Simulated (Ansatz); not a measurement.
**Rh(111) with 4 layers of random Rh-Os, 2x2: scattering by chemical disorder**

Wanted: resistance against the alloy's length, first Rh(111) with 4 layers of random Rh-Os, 2x2.

Method: Ansatz plane-wave DFT, PBE, PAW files; ballistic transport by layer matching (Landauer), zero bias; PAW set soft_1, in Ansatz 0.2.0.

## (1) Starting point

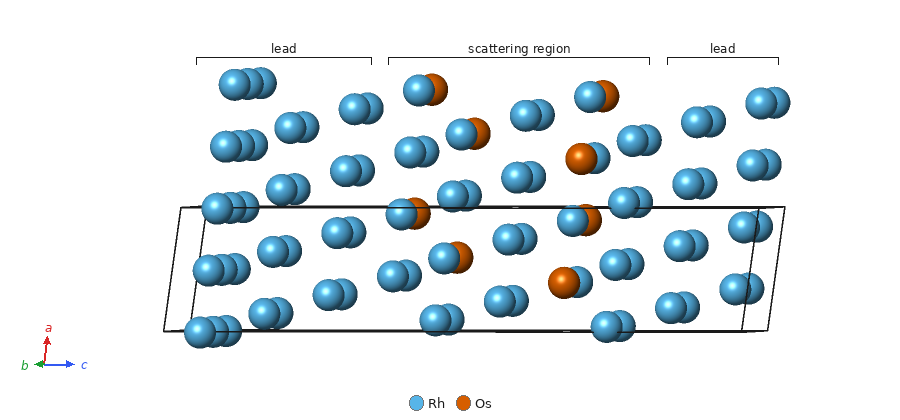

The starting structure, seen from the side, with the c axis across the page (rhodium blue, osmium orange). 2×1×1 cells are drawn. Some periodic images of atoms are drawn too.

The cell holds 40 atoms: 36 Rh and 4 Os. Its edges and angles: a = 5.378 Å, b = 5.378 Å, c = 22.012 Å, α = 93.5°, β = 86.5°, γ = 120.0°. It derives from Rh. Regions: lead, 24 atoms (24 Rh); scattering region, 16 atoms (4 Os and 12 Rh). The structure is stacked along c, and the current runs across the ab planes.

## (2) With 4 alloy layers

In 4 layers a share of 0.25 of the sites is given to Os at random. The layers about the cell's end stay perfect and serve as the lead. Disorder leaves little or no symmetry, which makes such runs dear. Energies from -0.05 to 0.05 eV in steps of 0.05 eV are too few for the program's thermal sum, so it prints no conductance; for a metal the transmission near the Fermi level serves, at a fraction of the cost.

input.yaml

```yaml
crystal:
  lattice:
    - [5.3783955991, 0.0, 0.0]
    - [-2.6891977995, 4.6578272204, 0.0]
    - [1.3445988998, -0.7763045367, 21.9572080876]
  atoms:
    - { symbol: Rh, position: [0.9916666667, 0.0083333333, 0.05] }
    - { symbol: Rh, position: [0.9916666667, 0.5083333333, 0.05] }
    - { symbol: Rh, position: [0.4916666667, 0.0083333333, 0.05] }
    - { symbol: Rh, position: [0.4916666667, 0.5083333333, 0.05] }
    - { symbol: Rh, position: [0.1416666667, 0.3583333333, 0.15] }
    - { symbol: Rh, position: [0.1416666667, 0.8583333333, 0.15] }
    - { symbol: Rh, position: [0.6416666667, 0.3583333333, 0.15] }
    - { symbol: Rh, position: [0.6416666667, 0.8583333333, 0.15] }
    - { symbol: Rh, position: [0.2916666667, 0.2083333333, 0.25] }
    - { symbol: Rh, position: [0.2916666667, 0.7083333333, 0.25] }
    - { symbol: Rh, position: [0.7916666667, 0.2083333333, 0.25] }
    - { symbol: Rh, position: [0.7916666667, 0.7083333333, 0.25] }
    - { symbol: Os, position: [0.9416666667, 0.0583333333, 0.35] }
    - { symbol: Rh, position: [0.9416666667, 0.5583333333, 0.35] }
    - { symbol: Rh, position: [0.4416666667, 0.0583333333, 0.35] }
    - { symbol: Rh, position: [0.4416666667, 0.5583333333, 0.35] }
    - { symbol: Rh, position: [0.0916666667, 0.4083333333, 0.45] }
    - { symbol: Rh, position: [0.0916666667, 0.9083333333, 0.45] }
    - { symbol: Os, position: [0.5916666667, 0.4083333333, 0.45] }
    - { symbol: Rh, position: [0.5916666667, 0.9083333333, 0.45] }
    - { symbol: Rh, position: [0.2416666667, 0.2583333333, 0.55] }
    - { symbol: Rh, position: [0.2416666667, 0.7583333333, 0.55] }
    - { symbol: Rh, position: [0.7416666667, 0.2583333333, 0.55] }
    - { symbol: Rh, position: [0.7416666667, 0.7583333333, 0.55] }
    - { symbol: Os, position: [0.8916666667, 0.1083333333, 0.65] }
    - { symbol: Rh, position: [0.8916666667, 0.6083333333, 0.65] }
    - { symbol: Rh, position: [0.3916666667, 0.1083333333, 0.65] }
    - { symbol: Os, position: [0.3916666667, 0.6083333333, 0.65] }
    - { symbol: Rh, position: [0.0416666667, 0.4583333333, 0.75] }
    - { symbol: Rh, position: [0.0416666667, 0.9583333333, 0.75] }
    - { symbol: Rh, position: [0.5416666667, 0.4583333333, 0.75] }
    - { symbol: Rh, position: [0.5416666667, 0.9583333333, 0.75] }
    - { symbol: Rh, position: [0.1916666667, 0.3083333333, 0.85] }
    - { symbol: Rh, position: [0.1916666667, 0.8083333333, 0.85] }
    - { symbol: Rh, position: [0.6916666667, 0.3083333333, 0.85] }
    - { symbol: Rh, position: [0.6916666667, 0.8083333333, 0.85] }
    - { symbol: Rh, position: [0.8416666667, 0.1583333333, 0.95] }
    - { symbol: Rh, position: [0.8416666667, 0.6583333333, 0.95] }
    - { symbol: Rh, position: [0.3416666667, 0.1583333333, 0.95] }
    - { symbol: Rh, position: [0.3416666667, 0.6583333333, 0.95] }
kpoints:
  mp_grid: { grid: [5, 5, 1] }
hamiltonian:
  xc: pbe
  pseudopotentials: { kind: paw, azcp: { folder: soft_1 } }
scf:
  occupations: { method: fermi_dirac, width: 0.1 }
output:
  transmission:
    leads: [[0, 4]]
    kmesh: [10, 10]
    e_range: [-0.05, 0.05]
    de: 0.05
  write_potential: true
  write_density: true
  volumetric_format: npy
```

On the command line:

```bash
$ ansatz run input.yaml --threads 4 --pin off --max-ram 15360MiB --backend cpu --events-out ev --progress --plain --runs-dir out
```

Numbers of over 12 decimals in the logs are rounded to 6 here.

The log of the run:

```text
Engine: ansatz 0.2.0, x86_64-unknown-linux-gnu
Pseudopotentials: kind: paw
Pseudopotential: Rh, paw, valence charge 17, recommended cutoff 420 eV (normal), soft_1/Rh.paw.azcp
Pseudopotential: Os, paw, valence charge 16, recommended cutoff 420 eV (normal), soft_1/Os.paw.azcp
Functional definition: PBE
  parameter kappa = 0.804
  parameter beta = 0.066725
  exchange = pbe_x(kappa = kappa, mu = beta*pi^2/3)
  correlation = pbe_c(beta = beta)
Crystal: 40 atoms, lattice volume = 550.064 Å³
Basis set: ecut = 420 eV, 10671 PW (Γ)
Bands: 406, of which v1, the nominal top of the filled ones, is band 338 counted from 1 (337 counted from 0)
Symmetry: 2 space group operations
Space group: Cm (ITA 8), of the structure as read, at distance tolerance 8.2e-5 Å
k-points: 9 of 25 (time reversal used)
Non-local potential: Rh, projectors of the file, l = 0: 3, l = 1: 2, l = 2: 2, l = 3: 1
Non-local potential: Os, projectors of the file, l = 0: 3, l = 1: 2, l = 2: 2, l = 3: 1
PAW form: soft (Blöchl's): semilocal exchange-correlation on the pseudo side does not see the compensation charge
PAW one-centre angular grid: Rh, 590 points (default); XC on 64 Gauss nodes
PAW one-centre angular grid: Os, 590 points (default); XC on 64 Gauss nodes
Initial density: superposition of atomic densities (chi_scale 0.1, normalization cell, long waves kept (reshape's long-wave potential 0.91 eV rms))
Initial wavefunctions: pseudopotential atomic-orbital guess
Functional: x = pbe(κ = 0.804, μ = 0.219515), c = pbe(β = 0.066725)
SCF iter   1: F=—  HF=-276097.750849 eV  |F-HF|=—  |Δ(HF+E_count)|=         —  Δρ=1.97e-1  dr2=5.18e3  ethr=3.10e-3  ⟨swp⟩=4.8  Hψ=10757  notcnv=0  defer=46
preconditioner: auto → Kerker (q_TF=auto, 2.824 Å⁻¹)  [metal: Δε(μ)=0.005 eV  Ē_g=6.484 eV  σ=0.100 eV  W_gap=0.01  n_scr=228 (ndim 8)  ℏωp=29.9 eV  f_vac=0.000  D(μ)=48.11/eV (n_scr^D=580)]
SCF iter   2: F=—  HF=-276062.354383 eV  |F-HF|=—  |Δ(HF+E_count)|=    3.54e1  Δρ=9.26e-2  dr2=1.57e3  ethr=3.10e-3  ⟨swp⟩=2.0  Hψ=6470  notcnv=0  defer=168
SCF iter   3: F=—  HF=-276050.733489 eV  |F-HF|=—  |Δ(HF+E_count)|=    1.16e1  Δρ=2.27e-2  dr2=7.08e1  ethr=3.10e-3  ⟨swp⟩=2.0  Hψ=6025  notcnv=0  defer=182
SCF iter   4: F=—  HF=-276049.612033 eV  |F-HF|=—  |Δ(HF+E_count)|=    1.12e0  Δρ=7.41e-3  dr2=8.46e0  ethr=3.10e-3  ⟨swp⟩=2.0  Hψ=4375  notcnv=0  defer=192
SCF iter   5: F=—  HF=-276049.530518 eV  |F-HF|=—  |Δ(HF+E_count)|=   8.15e-2  Δρ=2.55e-3  dr2=4.82e-1  ethr=1.25e-3  ⟨swp⟩=1.1  Hψ=3461  notcnv=0  defer=194
SCF iter   6: F=—  HF=-276049.518041 eV  |F-HF|=—  |Δ(HF+E_count)|=   1.25e-2  Δρ=5.63e-4  dr2=7.37e-3  ethr=7.12e-5  ⟨swp⟩=1.0  Hψ=3460  notcnv=0  defer=194
SCF iter   7: F=—  HF=-276049.517862 eV  |F-HF|=—  |Δ(HF+E_count)|=   1.79e-4  Δρ=1.52e-4  dr2=2.45e-4  ethr=1.09e-6  ⟨swp⟩=1.7  Hψ=3666  notcnv=0  defer=194
SCF iter   8: F=—  HF=-276049.517852 eV  |F-HF|=—  |Δ(HF+E_count)|=   1.04e-5  Δρ=4.28e-5  dr2=5.26e-5  ethr=3.62e-8  ⟨swp⟩=2.1  Hψ=4824  notcnv=0  defer=194
SCF iter   9: F=—  HF=-276049.518751 eV  |F-HF|=—  |Δ(HF+E_count)|=   9.00e-4  Δρ=1.24e-5  dr2=9.95e-6  ethr=7.78e-9  ⟨swp⟩=1.0  Hψ=3631  notcnv=0  defer=194
SCF iter  10: F=—  HF=-276049.518751 eV  |F-HF|=—  |Δ(HF+E_count)|=   5.42e-8  Δρ=3.68e-6  dr2=7.45e-7  ethr=1.47e-9  ⟨swp⟩=1.0  Hψ=3460  notcnv=0  defer=194
SCF iter  11: F=-276049.518751 eV  HF=-276049.518751 eV  |F-HF|=2.44e-8  |Δ(HF+E_count)|=   1.27e-8  Δρ=1.14e-6  dr2=2.60e-8  ethr=1.48e-11  ⟨swp⟩=8.0  Hψ=9717  notcnv=0
SCF 1 converged in 11 iterations: F = -276049.518751 eV  dr2 = 2.60e-8
  greatest PAW one-centre occupation: 1.000 electrons in one spin orbital (limit 2), on the Rh atom at site 26 (counted from 0), in its partial waves of l = 0
transmission: 121 of 1209 steps passed
transmission: 244 of 1209 steps passed
[...]
transmission: 1209 of 1209 steps passed
SCF converged after 11 iterations
Free energy (F): -276049.518751 eV
Harris-Foulkes:  -276049.518751 eV  (|F-HF|=2.44e-8)
Internal energy: -276047.913912 eV  (E = F + TS)
E sigma→0 (E₀):  -276048.716331 eV
Entropy (-TS):   -1.604839 eV (-40.121 meV/atom)
Fermi energy:    22.841665 eV
--- Per-component energies (eV) ---
  E_band       = -3272.784708
  E_kinetic    = 21325.281512
  E_local      = -56654.183326  (includes V_loc(G=0)·N_el)
  E_nonlocal   = 11513.715007
  E_hartree    = 21029.040622
  E_xc         = -8209.061611
  E_vxc        = -10113.721686  (∫ρ·V_xc dr)
  E_paw        = -165907.742077  (= ΣΔE_a)
  E_vpaw       = -11401.952691  (= ΣTr[D̂ρ^β])
  E_aug_tail   = 0.004664  (compensation charges beyond the density's cutoff)
  E_ewald      = -99144.968703
  E_smearing   = -1.604839  (= −TS)
  E_closure    = -0.000000  (closes the sum)
  Σ components = -276049.518751   (vs F -276049.518751, Δ=0.00e0)
--- Band table (eV; the first three rows and the last of 9) ---
  k-point 0: bands = [... 334 lower, 23.4155, 23.4240, 23.4264, 23.4266, 23.4362, 23.4397, 23.4408, 23.4493, ... 64 higher]
  k-point 1: bands = [... 334 lower, 23.0468, 23.0617, 23.0807, 23.1036, 23.1258, 23.1576, 23.1889, 23.2072, ... 64 higher]
  k-point 2: bands = [... 334 lower, 22.3007, 22.3676, 22.4062, 22.4563, 22.4683, 22.5008, 22.5683, 22.6087, ... 64 higher]
  k-point 8: bands = [... 334 lower, 22.3204, 22.3277, 22.3630, 22.3661, 22.4788, 22.4891, 22.5139, 22.5714, ... 64 higher]
--- Transmission ---
  basis      : 211 plane waves across, 39 finite elements along
  points     : 31, standing for a mesh of 10 x 10
  energies   : 3 from -0.050000 to 0.050000 eV about the Fermi level, 0.050000 eV apart; the leads are filled to 0.000000 eV, and channels, transmission and decay are at 0.000000 eV
  crystal 0  : Rh4, at the sites [0, 4], period 2.1957 Å, over 13.17 Å; its Hamiltonian steps by up to 26.5 meV: too much for a lead, lay more layers or, if its atoms are ordered, name the step of that order
    offset         : up to 0.0000 Å between an atom of the period and one for which it stands
    channels       : 7.200000e0 a spin
    conductance    : none, the energies end too early or step too widely for 300 K: set another output.transmission.e_range or a lower de, or, where they end at an eighth of basis.ecutwfc, a higher one
  junction   : crystal 0 to crystal 0, 0.70 to 20.46 Å
    transmission   : 4.520360e0 a spin
    conductance    : none, the energies end too early or step too widely for 300 K: set another output.transmission.e_range or a lower de, or, where they end at an eighth of basis.ecutwfc, a higher one
```

Elapsed: 2.7 min, on 4 threads of AMD EPYC 9R14 (Zen 4), shared host; peak memory 4.7 GiB; 10 min of CPU time.

This step gave:

```yaml
free_energy: -276049.5188 eV
energy_at_zero_smearing: -276048.7163 eV
fermi_energy: 22.84 eV
cell_area: 25.05 Å²
transmission_per_spin_nearest_the_fermi_level: 4.520
open_channels_per_spin_nearest_the_fermi_level: 7.2
step_of_the_lead_s_potential: 26.5 meV
```

Per spin. Table of transmission, zone mean by energy, zero at the Fermi level:

| energy (eV) | transmission, zone mean |
| --- | --- |
| -0.0500 | 4.45 |
| 0.0000 | 4.52 |
| 0.0500 | 4.48 |

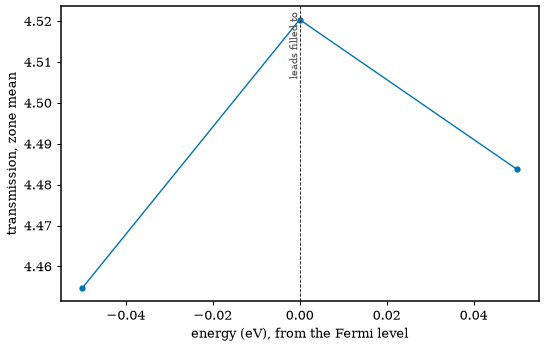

Transmission, zone mean, plotted against energy.

Per spin. The open channels, zone mean, lead by energy, zero at the Fermi level:

| energy (eV) | open channels, zone mean, lead |
| --- | --- |
| -0.0500 | 6.72 |
| 0.0000 | 7.2 |
| 0.0500 | 7.08 |

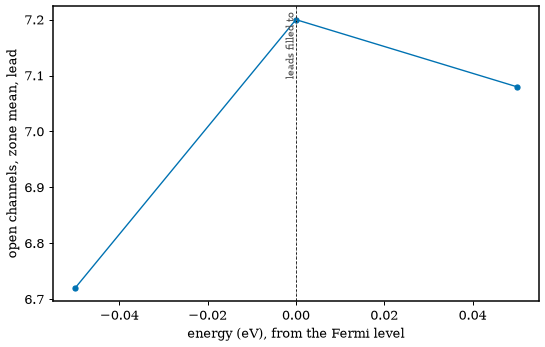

Open channels, zone mean, lead against energy.

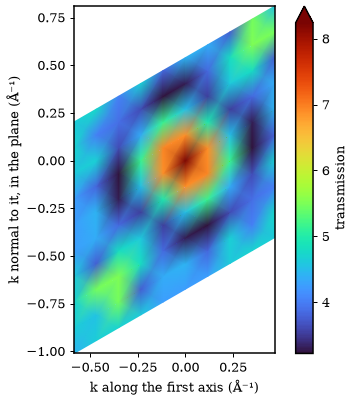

Transmission over k1 and k2. At 0.0000 eV from the Fermi level.

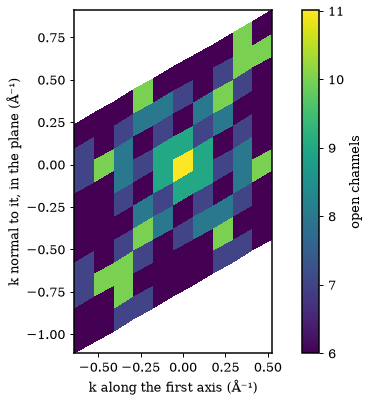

Open channels over k1 and k2. At 0.0000 eV from the Fermi level.

Over the solved energies the transmission per spin lies between 4.45 and 4.52, out of 7 channels of the lead on average (up to 7.2). The log calls the step of a lead's potential too much.

## (3) With 8 alloy layers

System of this step: Rh(111) with 8 layers of random Rh-Os, 2x2. The cell holds 56 atoms: 48 Rh and 8 Os. Cell: a = 5.378 Å, b = 5.378 Å, c = 30.779 Å, α = 87.5°, β = 92.5°, γ = 120.0°. It derives from Rh. Regions: lead, 24 atoms (24 Rh); scattering region, 32 atoms (24 Rh and 8 Os). The structure is stacked along c, and the current runs across the ab planes.

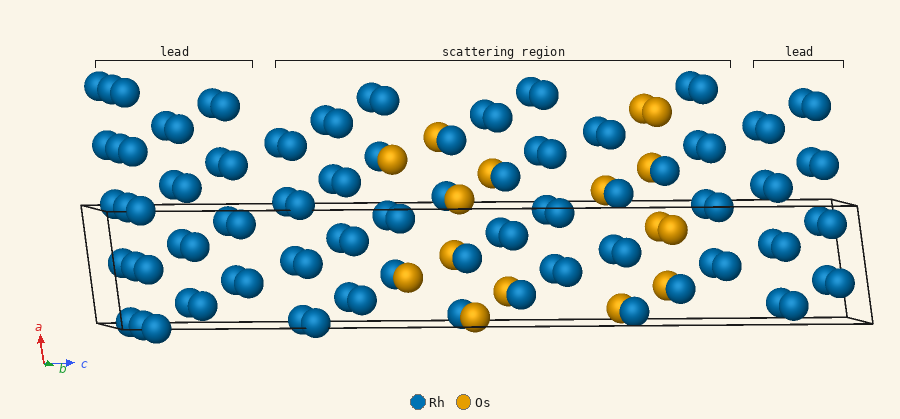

The cell of this step (rhodium blue, osmium orange). 2×1×1 cells are drawn. Some periodic images of atoms are drawn too.

input.yaml

```yaml
crystal:
  lattice:
    - [5.3783955991, 0.0, 0.0]
    - [-2.6891977995, 4.6578272204, 0.0]
    - [-1.3445988998, 0.7763045367, 30.7400913226]
  atoms:
    - { symbol: Rh, position: [0.005952381, 0.994047619, 0.0357142857] }
    - { symbol: Rh, position: [0.005952381, 0.494047619, 0.0357142857] }
    - { symbol: Rh, position: [0.505952381, 0.994047619, 0.0357142857] }
    - { symbol: Rh, position: [0.505952381, 0.494047619, 0.0357142857] }
    - { symbol: Rh, position: [0.1845238095, 0.3154761905, 0.1071428571] }
    - { symbol: Rh, position: [0.1845238095, 0.8154761905, 0.1071428571] }
    - { symbol: Rh, position: [0.6845238095, 0.3154761905, 0.1071428571] }
    - { symbol: Rh, position: [0.6845238095, 0.8154761905, 0.1071428571] }
    - { symbol: Rh, position: [0.3630952381, 0.1369047619, 0.1785714286] }
    - { symbol: Rh, position: [0.3630952381, 0.6369047619, 0.1785714286] }
    - { symbol: Rh, position: [0.8630952381, 0.1369047619, 0.1785714286] }
    - { symbol: Rh, position: [0.8630952381, 0.6369047619, 0.1785714286] }
    - { symbol: Rh, position: [0.0416666667, 0.9583333333, 0.25] }
    - { symbol: Rh, position: [0.0416666667, 0.4583333333, 0.25] }
    - { symbol: Rh, position: [0.5416666667, 0.9583333333, 0.25] }
    - { symbol: Rh, position: [0.5416666667, 0.4583333333, 0.25] }
    - { symbol: Rh, position: [0.2202380952, 0.2797619048, 0.3214285714] }
    - { symbol: Rh, position: [0.2202380952, 0.7797619048, 0.3214285714] }
    - { symbol: Rh, position: [0.7202380952, 0.2797619048, 0.3214285714] }
    - { symbol: Rh, position: [0.7202380952, 0.7797619048, 0.3214285714] }
    - { symbol: Rh, position: [0.3988095238, 0.1011904762, 0.3928571429] }
    - { symbol: Os, position: [0.3988095238, 0.6011904762, 0.3928571429] }
    - { symbol: Rh, position: [0.8988095238, 0.1011904762, 0.3928571429] }
    - { symbol: Rh, position: [0.8988095238, 0.6011904762, 0.3928571429] }
    - { symbol: Os, position: [0.0773809524, 0.9226190476, 0.4642857143] }
    - { symbol: Rh, position: [0.0773809524, 0.4226190476, 0.4642857143] }
    - { symbol: Rh, position: [0.5773809524, 0.9226190476, 0.4642857143] }
    - { symbol: Os, position: [0.5773809524, 0.4226190476, 0.4642857143] }
    - { symbol: Os, position: [0.255952381, 0.244047619, 0.5357142857] }
    - { symbol: Rh, position: [0.255952381, 0.744047619, 0.5357142857] }
    - { symbol: Rh, position: [0.755952381, 0.244047619, 0.5357142857] }
    - { symbol: Rh, position: [0.755952381, 0.744047619, 0.5357142857] }
    - { symbol: Rh, position: [0.4345238095, 0.0654761905, 0.6071428571] }
    - { symbol: Rh, position: [0.4345238095, 0.5654761905, 0.6071428571] }
    - { symbol: Rh, position: [0.9345238095, 0.0654761905, 0.6071428571] }
    - { symbol: Rh, position: [0.9345238095, 0.5654761905, 0.6071428571] }
    - { symbol: Rh, position: [0.1130952381, 0.8869047619, 0.6785714286] }
    - { symbol: Os, position: [0.1130952381, 0.3869047619, 0.6785714286] }
    - { symbol: Rh, position: [0.6130952381, 0.8869047619, 0.6785714286] }
    - { symbol: Rh, position: [0.6130952381, 0.3869047619, 0.6785714286] }
    - { symbol: Os, position: [0.2916666667, 0.2083333333, 0.75] }
    - { symbol: Rh, position: [0.2916666667, 0.7083333333, 0.75] }
    - { symbol: Os, position: [0.7916666667, 0.2083333333, 0.75] }
    - { symbol: Os, position: [0.7916666667, 0.7083333333, 0.75] }
    - { symbol: Rh, position: [0.4702380952, 0.0297619048, 0.8214285714] }
    - { symbol: Rh, position: [0.4702380952, 0.5297619048, 0.8214285714] }
    - { symbol: Rh, position: [0.9702380952, 0.0297619048, 0.8214285714] }
    - { symbol: Rh, position: [0.9702380952, 0.5297619048, 0.8214285714] }
    - { symbol: Rh, position: [0.1488095238, 0.8511904762, 0.8928571429] }
    - { symbol: Rh, position: [0.1488095238, 0.3511904762, 0.8928571429] }
    - { symbol: Rh, position: [0.6488095238, 0.8511904762, 0.8928571429] }
    - { symbol: Rh, position: [0.6488095238, 0.3511904762, 0.8928571429] }
    - { symbol: Rh, position: [0.3273809524, 0.1726190476, 0.9642857143] }
    - { symbol: Rh, position: [0.3273809524, 0.6726190476, 0.9642857143] }
    - { symbol: Rh, position: [0.8273809524, 0.1726190476, 0.9642857143] }
    - { symbol: Rh, position: [0.8273809524, 0.6726190476, 0.9642857143] }
kpoints:
  mp_grid: { grid: [5, 5, 1] }
hamiltonian:
  xc: pbe
  pseudopotentials: { kind: paw, azcp: { folder: soft_1 } }
scf:
  occupations: { method: fermi_dirac, width: 0.1 }
output:
  transmission:
    leads: [[0, 4]]
    kmesh: [10, 10]
    e_range: [-0.05, 0.05]
    de: 0.05
  write_potential: true
  write_density: true
  volumetric_format: npy
```

The log of the run:

```text
[...]
Crystal: 56 atoms, lattice volume = 770.090 Å³
Basis set: ecut = 420 eV, 14937 PW (Γ)
Bands: 567, of which v1, the nominal top of the filled ones, is band 472 counted from 1 (471 counted from 0)
Symmetry: 1 space group operations
[...]
k-points: 13 of 25 (time reversal used)
[...]
SCF iter   1: F=—  HF=-398464.657549 eV  |F-HF|=—  |Δ(HF+E_count)|=         —  Δρ=1.37e-1  dr2=4.58e2  ethr=3.10e-3  ⟨swp⟩=5.0  Hψ=21461  notcnv=0  defer=80
[...]
SCF iter  11: F=-398428.248347 eV  HF=-398428.248347 eV  |F-HF|=1.94e-8  |Δ(HF+E_count)|=   4.77e-9  Δρ=3.96e-7  dr2=1.96e-8  ethr=1.06e-11  ⟨swp⟩=8.0  Hψ=17920  notcnv=0
SCF 1 converged in 11 iterations: F = -398428.248347 eV  dr2 = 1.96e-8
[...]
transmission: 292 of 2912 steps passed
transmission: 584 of 2912 steps passed
[...]
transmission: 2912 of 2912 steps passed
SCF converged after 11 iterations
Free energy (F): -398428.248347 eV
[...]
Internal energy: -398426.085443 eV  (E = F + TS)
E sigma→0 (E₀):  -398427.166895 eV
Entropy (-TS):   -2.162904 eV (-38.623 meV/atom)
Fermi energy:    23.016056 eV
[...]
--- Band table (eV; the first three rows and the last of 13) ---
  k-point 0: bands = [... 468 lower, 23.5933, 23.5962, 23.6001, 23.6033, 23.6210, 23.6258, 23.6265, 23.6428, ... 91 higher]
  k-point 1: bands = [... 468 lower, 23.2470, 23.2705, 23.2747, 23.3016, 23.3320, 23.3492, 23.3545, 23.3599, ... 91 higher]
  k-point 2: bands = [... 468 lower, 22.5098, 22.5273, 22.5618, 22.5952, 22.6248, 22.6517, 22.7072, 22.7564, ... 91 higher]
  k-point 12: bands = [... 468 lower, 22.9305, 22.9706, 23.0222, 23.0409, 23.0531, 23.0598, 23.0720, 23.0927, ... 91 higher]
--- Transmission ---
  basis      : 211 plane waves across, 56 finite elements along
  points     : 52, standing for a mesh of 10 x 10
[...]
channels       : 7.200000e0 a spin
[...]
junction   : crystal 0 to crystal 0, 2.89 to 31.44 Å
    transmission   : 3.574905e0 a spin
[...]
```

Run time: 6.7 min. Hardware: 4 threads; peak memory 8.6 GiB.

This step gave:

```
free energy                                   : -398428.2483 eV
energy at zero smearing                       : -398427.1669 eV
Fermi energy                                  : 23.02 eV
transmission per spin nearest the Fermi level : 3.575
step of the lead's potential                  : 6 meV
```

Per spin. Table of transmission, zone mean by energy, zero at the Fermi level:

| energy (eV) | transmission, zone mean |
| --- | --- |
| -0.0500 | 3.59 |
| 0.0000 | 3.57 |
| 0.0500 | 3.54 |

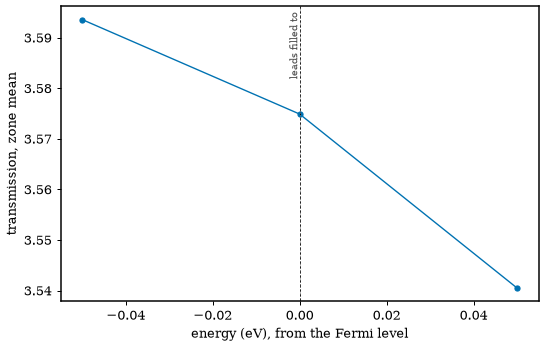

Transmission, zone mean, plotted against energy.

Over the solved energies the transmission per spin lies between 3.54 and 3.59, out of 7 channels of the lead on average (up to 7.2).

(Part 1 of 2 ends here.)

[Logs are printed without paths, hosts, clocks, repeated set-up lines and the standing remarks that a program may print on its own settings, such as how far it seeks lower states.]

[Hosts, paths, dates, database ids (printed as entryN), source tags and the programs' standing remarks are cut or masked in the printed files.]
